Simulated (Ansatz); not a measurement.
## TaN: single-point calculation (part 2 of 2)

The same run, continued: TaN (slab, 32 atoms in the cell); DFT PBE+D3(BJ), scalar-relativistic, plane waves, PAW, no spin polarisation (Ansatz 0.2.0); cutoff 420 eV, 4×3×1 k-mesh, Gaussian smearing of 0.1 eV. The structure derives from an entry of the Crystallography Open Database. It belongs to a series of runs on one base structure; here: the slab at its places in the relaxed adsorbed structure.

## Output, continued
```
  k-point 1: bands = ["-64.9783", "-64.9770", "-64.9690", "-64.9675", "-64.9402", "-64.9402", "-64.9256", "-64.9255", "-64.6710", "-64.6697", "-64.6035", "-64.6026", "-64.5052", "-64.5015", "-64.4672", "-64.4671", "-32.0279", "-32.0276", "-31.8760", "-31.8228", "-31.8150", "-31.7883", "-31.7879", "-31.7675", "-31.7352", "-31.7333", "-31.7300", "-31.6676", "-31.6540", "-31.6537", "-31.6170", "-31.6148", "-31.6139", "-31.5819", "-31.5536", "-31.5536", "-31.3771", "-31.3717", "-31.3673", "-31.3656",
      "-31.3467", "-31.3459", "-31.2575", "-31.2500", "-31.2310", "-31.2290", "-31.2218", "-31.2215", "-31.0770", "-31.0769", "-31.0554", "-31.0007", "-30.9773", "-30.9770", "-30.9741", "-30.9600", "-30.9484", "-30.9481", "-30.9155", "-30.9148", "-30.8875", "-30.8549", "-30.6790", "-30.6640", "-13.2744", "-12.6460", "-12.2498", "-11.9308", "-11.9225", "-11.9166", "-11.7658", "-11.7641", "-11.5460", "-11.3332", "-11.1087", "-11.0691", "-11.0690", "-10.8365", "-10.6903", "-10.6894",
      "-4.4392", "-4.0538", "-4.0530", "-3.9547", "-3.9234", "-3.7867", "-3.7860", "-3.4030", "-3.2727", "-3.1941", "-3.1920", "-2.9193", "-2.9185", "-2.6568", "-2.6196", "-2.5852", "-2.2408", "-1.7172", "-1.6709", "-1.6673", "-1.3999", "-1.2741", "-1.2592", "-1.2475", "-1.2310", "-1.1327", "-1.1323", "-0.8527", "-0.8184", "-0.7074", "-0.6637", "-0.6389", "-0.5328", "-0.4721", "-0.4233", "-0.4016", "-0.3698", "-0.2601", "-0.1325", "-0.0822",
      "-0.0547", "0.0786", "0.0876", "0.3071", "0.3870", "0.4469", "0.5450", "0.8968", "0.9803", "0.9982", "1.8739", "1.9910", "2.0028", "2.2287", "2.4383", "2.4388", "2.6128", "2.7276", "2.8608", "2.8633", "3.3486", "3.4305", "3.6328", "3.6506", "3.6906", "3.6983", "4.1676", "4.2636", "4.3486", "4.3690", "4.5460", "4.9171", "5.0470", "5.0473", "5.1445", "5.3779", "5.6043", "5.6214", "5.6945", "5.9420",
      "5.9428", "6.3073", "6.4676", "6.5015", "6.5978", "6.6079", "6.6844", "6.7149", "6.7782", "6.9016", "6.9605", "7.0725", "7.1848", "7.1893", "7.2801", "7.3063"]
  k-point 2: bands = ["-64.9733", "-64.9711", "-64.9638", "-64.9611", "-64.9459", "-64.9455", "-64.9316", "-64.9312", "-64.6682", "-64.6662", "-64.6073", "-64.6051", "-64.5013", "-64.4949", "-64.4730", "-64.4719", "-31.9363", "-31.9320", "-31.8624", "-31.8362", "-31.7825", "-31.7684", "-31.7569", "-31.7384", "-31.7181", "-31.7065", "-31.7023", "-31.6297", "-31.6228", "-31.6206", "-31.6178", "-31.5731", "-31.5693", "-31.5419", "-31.5383", "-31.5123", "-31.4064", "-31.4051", "-31.3916", "-31.3877",
      "-31.3385", "-31.3322", "-31.3118", "-31.2979", "-31.2516", "-31.2433", "-31.2403", "-31.2301", "-31.0764", "-31.0720", "-31.0683", "-31.0630", "-31.0531", "-31.0141", "-31.0103", "-30.9715", "-30.9700", "-30.9530", "-30.9426", "-30.9271", "-30.8958", "-30.8458", "-30.7805", "-30.7507", "-13.2880", "-12.2934", "-12.1408", "-12.0973", "-11.9815", "-11.8791", "-11.8645", "-11.7726", "-11.5861", "-11.1794", "-11.1640", "-11.1611", "-11.0707", "-10.7761", "-10.7226", "-10.6870",
      "-4.4314", "-3.8539", "-3.8144", "-3.8131", "-3.4594", "-3.4274", "-3.3976", "-3.3339", "-3.0792", "-3.0434", "-2.8846", "-2.6980", "-2.6386", "-2.6031", "-2.4947", "-2.4311", "-2.2132", "-2.0548", "-1.8122", "-1.7853", "-1.6909", "-1.5824", "-1.5041", "-1.4201", "-1.3979", "-1.2056", "-1.1100", "-1.0756", "-1.0364", "-1.0229", "-0.8687", "-0.8294", "-0.7151", "-0.4847", "-0.4759", "-0.3930", "-0.3131", "-0.2904", "-0.2046", "-0.1048",
      "-0.0847", "-0.0079", "0.1479", "0.1979", "0.2019", "0.2744", "0.5145", "0.5650", "1.2443", "1.6455", "1.7055", "1.8385", "2.0293", "2.0634", "2.4268", "2.4452", "2.4776", "2.7995", "2.8374", "2.9677", "3.0674", "3.5998", "3.7103", "3.7386", "3.7551", "3.8842", "3.9190", "4.0555", "4.2087", "4.2489", "4.7040", "4.9754", "5.0075", "5.0672", "5.2130", "5.3888", "5.4208", "5.5134", "5.7231", "5.8546",
      "5.8986", "6.1911", "6.3761", "6.4717", "6.4963", "6.5599", "6.6328", "6.6336", "6.7808", "6.7950", "6.9569", "7.0783", "7.1349", "7.1694", "7.1918", "7.2687"]
  k-point 6: bands = ["-64.9602", "-64.9596", "-64.9583", "-64.9577", "-64.9526", "-64.9518", "-64.9421", "-64.9413", "-64.6641", "-64.6634", "-64.6104", "-64.6090", "-64.4880", "-64.4861", "-64.4844", "-64.4827", "-31.8107", "-31.7947", "-31.7927", "-31.7720", "-31.7575", "-31.7482", "-31.7371", "-31.7258", "-31.7018", "-31.6923", "-31.6785", "-31.6473", "-31.6460", "-31.6234", "-31.6122", "-31.5859", "-31.5362", "-31.5151", "-31.4945", "-31.4682", "-31.3969", "-31.3967", "-31.3910", "-31.3890",
      "-31.3259", "-31.3236", "-31.3200", "-31.3147", "-31.2763", "-31.2760", "-31.2720", "-31.2691", "-31.1470", "-31.1455", "-31.1402", "-31.1375", "-31.0312", "-31.0040", "-30.9963", "-30.9894", "-30.9855", "-30.9780", "-30.9764", "-30.9448", "-30.9058", "-30.8832", "-30.8672", "-30.8532", "-12.7852", "-12.5285", "-12.3153", "-12.0868", "-11.9520", "-11.9216", "-11.8405", "-11.7717", "-11.4541", "-11.3150", "-11.2060", "-11.0408", "-11.0195", "-10.8861", "-10.7850", "-10.6538",
      "-3.8983", "-3.6979", "-3.5934", "-3.4787", "-3.4461", "-3.3877", "-3.3054", "-3.0523", "-3.0429", "-2.9546", "-2.8757", "-2.8191", "-2.6180", "-2.4730", "-2.4373", "-2.4053", "-2.2231", "-2.1521", "-2.0296", "-1.8989", "-1.7396", "-1.6062", "-1.5231", "-1.5117", "-1.4748", "-1.3029", "-1.2600", "-1.1764", "-0.9751", "-0.8775", "-0.8553", "-0.7683", "-0.6143", "-0.5943", "-0.5134", "-0.3244", "-0.2982", "-0.2906", "-0.2408", "-0.2348",
      "-0.1258", "-0.0176", "0.0135", "0.1686", "0.1702", "0.2830", "0.3513", "0.5225", "1.5829", "1.7534", "1.9282", "2.1999", "2.2539", "2.4202", "2.4786", "2.4942", "2.6839", "2.7027", "2.7105", "2.8709", "2.9628", "3.1823", "3.4320", "3.4414", "3.4914", "3.5068", "3.5735", "4.0982", "4.5479", "4.5961", "4.7155", "4.7425", "4.7961", "4.8296", "5.0720", "5.0887", "5.2014", "5.4323", "5.4948", "5.6181",
      "5.8191", "5.9772", "5.9794", "6.0885", "6.2046", "6.2076", "6.3805", "6.5600", "6.5879", "6.7721", "6.8308", "6.9199", "7.0081", "7.0084", "7.1169", "7.2402"]
```

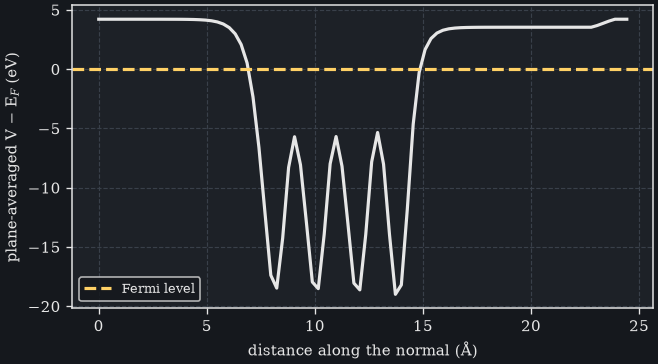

Plane average of the electrostatic potential energy of an electron across the cell, from the Fermi level. The vacuum level lies 3.54 eV above the Fermi level on the upper side and 4.22 eV on the lower.

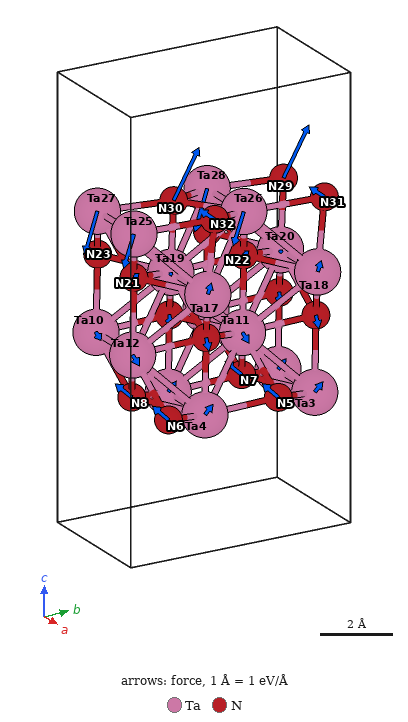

Forces on the atoms as blue arrows (ball-and-stick view of the cell of the calculation, with the vacuum cut short, seen slightly off an axis; atoms are numbered from 1 in the order of the input); the smallest are left out. The largest act on N29, N30 (1.68 eV/Å); Ta27, Ta28 (1.33 eV/Å); Ta26 (1.04 eV/Å); Ta25 (1.03 eV/Å), among others. The geometry is not a stationary point of this energy.

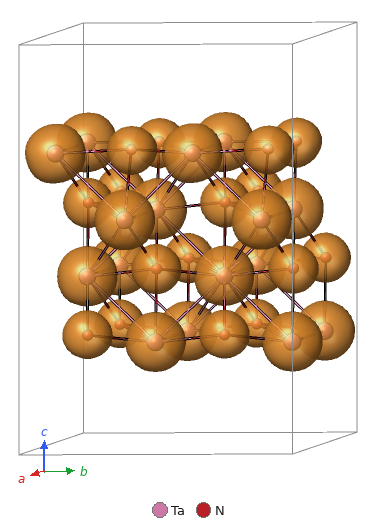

Isosurface of the valence pseudo-density at 1 e/Å³ (orange), seen slightly off an axis. Sticks mark near contacts. At this value the density breaks into separate islands; it holds about 60 % of the electrons treated as valence (semicore included). It is pinched off along the Ta–N (2.06 Å), Ta–Ta (2.88 Å), Ta–N (2.13 Å) and Ta–N (2.21 Å) contacts. On the grid the lowest density along these lines, outside the cores, is 0.78 e/Å³ (Ta–N, 2.06 Å), 0.29 e/Å³ (Ta–Ta, 2.88 Å), 0.71 e/Å³ (Ta–N, 2.13 Å) and 0.56 e/Å³ (Ta–N, 2.21 Å). The fields are those of the smooth PAW valence density.

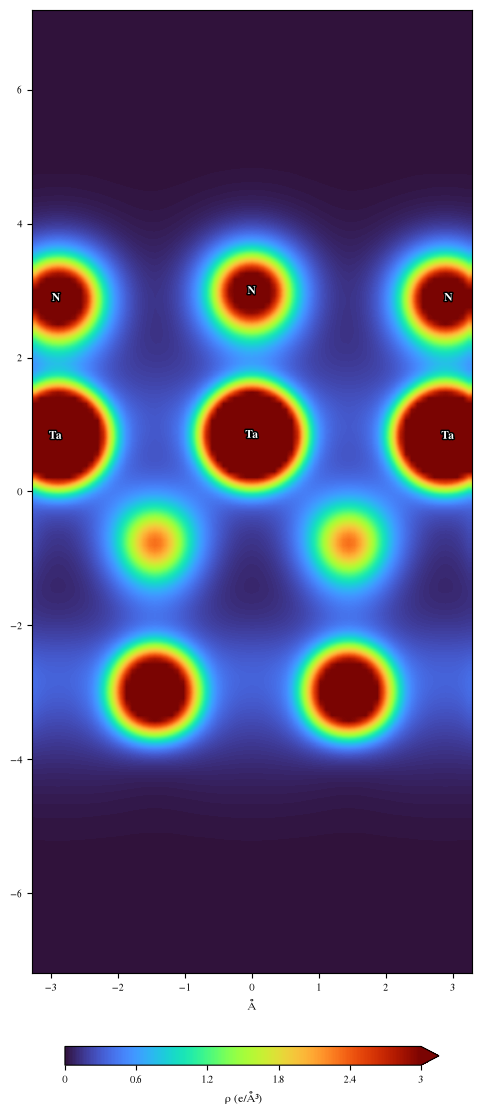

Valence electron density on the (010) plane of the calculation cell, a cut from vacuum to vacuum. Atoms in the plane: Ta and N. Ta–N (2.06 Å): ρ at the midpoint is about 0.8 e/Å³. Ta–N (2.16 Å): ρ at the midpoint is about 0.64 e/Å³. Ta–Ta (2.93 Å): ρ is about 0.3 e/Å³ halfway. The density dies away to nearly zero in the vacuum.

This output came from the following input.

## Input file
```yaml
crystal:
  lattice:
    - [5.8570264691, 0.0, 0.0]
    - [-2.9285132345, 7.676225948, 0.0]
    - [0.0, 0.0, 24.7052172621]
  atoms:
    - { symbol: Ta, position: [0.2159659585, 0.9319319171, 0.3238182411] }
    - { symbol: Ta, position: [0.2159659586, 0.4319319171, 0.3238182411] }
    - { symbol: Ta, position: [0.7159659586, 0.9319319171, 0.3238182411] }
    - { symbol: Ta, position: [0.7159659586, 0.4319319171, 0.3238182411] }
    - { symbol: "N", position: [0.8591591502, 0.7183183005, 0.3366602276] }
    - { symbol: "N", position: [0.8591591502, 0.2183183005, 0.3366602276] }
    - { symbol: "N", position: [0.3591591502, 0.7183183005, 0.3366602276] }
    - { symbol: "N", position: [0.3591591502, 0.2183183005, 0.3366602276] }
    - { symbol: Ta, position: [0.0751251088, 0.6502502176, 0.4008701601] }
    - { symbol: Ta, position: [0.0751251088, 0.1502502176, 0.4008701601] }
    - { symbol: Ta, position: [0.5751251088, 0.6502502176, 0.4008701601] }
    - { symbol: Ta, position: [0.5751251088, 0.1502502176, 0.4008701601] }
    - { symbol: "N", position: [0.7183183005, 0.436636601, 0.4137121466] }
    - { symbol: "N", position: [0.7183183005, 0.936636601, 0.4137121466] }
    - { symbol: "N", position: [0.2183183005, 0.436636601, 0.4137121466] }
    - { symbol: "N", position: [0.2183183005, 0.936636601, 0.4137121466] }
    - { symbol: Ta, position: [0.9362560165, 0.3717121918, 0.4790578583] }
    - { symbol: Ta, position: [0.9362633616, 0.8717016117, 0.4790544529] }
    - { symbol: Ta, position: [0.4351374591, 0.3704181358, 0.4784464397] }
    - { symbol: Ta, position: [0.4351384587, 0.8704163672, 0.4784461842] }
    - { symbol: "N", position: [0.5783247207, 0.1549823169, 0.4912897215] }
    - { symbol: "N", position: [0.5783074735, 0.6549596825, 0.4912966809] }
    - { symbol: "N", position: [0.078166687, 0.1567331682, 0.4918487462] }
    - { symbol: "N", position: [0.0781506174, 0.656723094, 0.4918627045] }
    - { symbol: Ta, position: [0.7893442489, 0.0846877926, 0.5568445717] }
    - { symbol: Ta, position: [0.7893601692, 0.5847069038, 0.5568573148] }
    - { symbol: Ta, position: [0.2942465494, 0.0832807063, 0.5573142301] }
    - { symbol: Ta, position: [0.2942318885, 0.5832523484, 0.5573168883] }
    - { symbol: "N", position: [0.4415656977, 0.881582234, 0.5618179087] }
    - { symbol: "N", position: [0.4415575469, 0.3815404887, 0.5618183529] }
    - { symbol: "N", position: [0.9485140623, 0.8984907865, 0.5659117663] }
    - { symbol: "N", position: [0.9484939874, 0.3984591057, 0.5659218923] }
basis:
  ecutwfc: 420
kpoints:
  mp_grid: { grid: [4, 3, 1] }
hamiltonian:
  xc: pbe
  dispersion: d3bj
scf:
  occupations: { method: gaussian, width: 0.1 }
output:
  forces: true
  eigenvalues: true
  write_density: true
  volumetric_format: npy
efield:
  axis: 3
  dipole_correction: true
  ramp_width: 0.04
```

Run as:
```bash
ansatz run input.yaml --threads 4 --pin off --max-ram 10240MiB --backend cpu --events-out ev --progress --plain --runs-dir out
```

## Key numbers

| quantity | value |
| --- | --- |
| outcome | converged |
| electrons treated | 288 |
| free energy | −165089.4537 eV |
| work function, top face | 3.54 eV |
| work function, bottom face | 4.22 eV |
| Fermi energy | 3.643 eV |
| gap on the k-point mesh | none (metallic) |
| work function (upper face) | 3.54 eV |
| largest force (length of the vector) | 1.682 eV/Å |
| hardware | 4 threads of Intel Xeon (Granite Rapids), 32 GiB of memory available, shared host |
| wall time | 49 s (CPU time 3.1 min) |
| peak memory | 3.6 GiB |

## Remarks

Spin–orbit coupling is left out, which matters for Ta.
